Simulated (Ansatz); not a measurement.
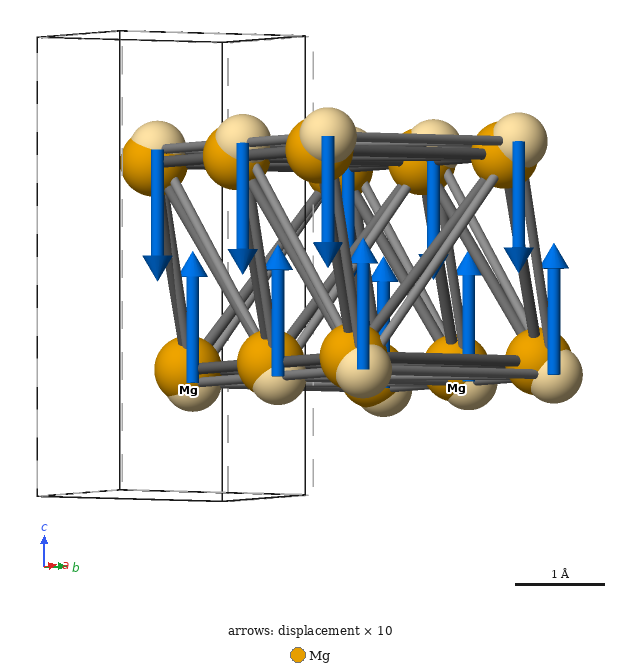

A symmetric starting cell of Mg, drawn pale, and a changed version of it, drawn solid. The blue arrows show how the atoms are displaced (without the part that the change of the cell carries along), magnified 10 times. Besides, the cell is strained by +0.1 % along c and −2.9 % across it (volume −5.7 %). Style: ball-and-stick. Shown: the cell of the calculation, repeated 3 × 2 × 1 with one cell outlined, from a free direction.

These are results of DFT PBE, scalar-relativistic, plane waves, PAW (Ansatz), not measurements. Set-up: plane-wave cutoff 420 eV; k-point mesh 15 × 15 × 8; occupations gaussian; smearing width 0.1 eV; no spin polarisation.

**Describe the displacements and the computed response.**

Atoms are displaced by 0.15 Å relative to the cell. No relaxation follows. The starting cell wasn't computed here and needn't be at equilibrium, so pressure and forces aren't due to the change alone. Among the bonded contacts that change: Mg–Mg 3.197 → 2.925 to 3.419 Å, Mg–Mg 3.209 → 3.115 Å. The space group (tolerance 0.01 Å) goes from P6_3/mmc (No. 194) to P-3m1 (No. 164). The pressure is 3.2 GPa (not all of it need come from the change, since the unchanged cell can be under pressure at this level too). The principal stresses (compression positive) are 2.6 GPa along c and 3.5 GPa across it. The largest forces, 0.91 eV/Å, act on 2 Mg atoms of the calculation's cell. The forces point straight back along the displacements (cosine −1.00).
